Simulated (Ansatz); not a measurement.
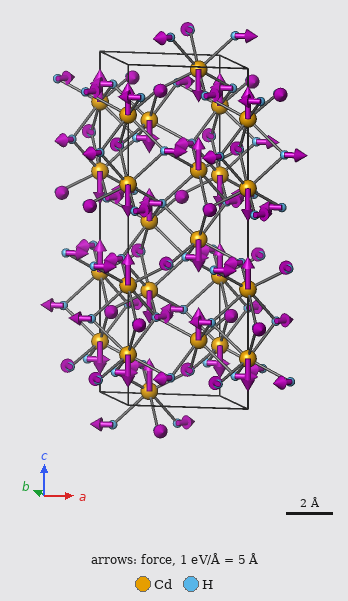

Starting geometry of a crystal of Cd2H3 (built on the corundum_167 type) with the computed forces as purple arrows. The picture is a ball-and-stick view of the conventional cell (3 times the calculation's cell), seen slightly off an axis. Lengths and directions refer to the drawn axes.

Case: corundum type (R-3c, No. 167).

Method: DFT PBE, scalar-relativistic, plane waves, PAW (Ansatz). (plane-wave cutoff 420 eV; k-point mesh 12 × 12 × 12; occupations gaussian; smearing width 0.1 eV; no spin polarisation; cell and atoms relaxed; force threshold 0.01 eV/Å; at most 80 steps)

**What follows when this structure is relaxed?**

It isn't relaxed: the largest force vector, on Cd atoms, is 0.30 eV/Å. The final displacements follow the starting forces only in part (cosine between the two patterns 0.79). After 11 accepted moves (13 points after the start) the energy has fallen by 54.8 meV per atom. The largest force component goes from 0.3 to 0.00088 eV/Å. Pressure: −0.89 GPa at the start and −0.01 GPa at the end. At 2 points the geometry stayed and the basis and grid were re-selected for the new cell (energy shift of 1.7 meV per atom at most each time). The largest moves relative to the cell, 0.88 Å, are those of H atoms. By element the largest moves are H 0.88 Å, Cd 0.20 Å. The volume changes by +8.7 %, with a = b 5.543 → 6.058 Å (+9.3 %), c 15.134 → 13.770 Å (−9.0 %). Near-neighbour distances that change, for instance: Cd–H 2.296 → 3.177 Å, Cd–H 2.160 → 1.901 Å. Among the angles between lasting bonds that change: Cd–H–Cd 120.4° → 162.5°, H–Cd–H 101.2° → 107.7°. The space group stays R-3c (No. 167). Cost: 7.6 min on 1 thread of Intel(R) Xeon(R) 6975P-C (Granite Rapids), on a shared host, peak memory 1.1 GiB.
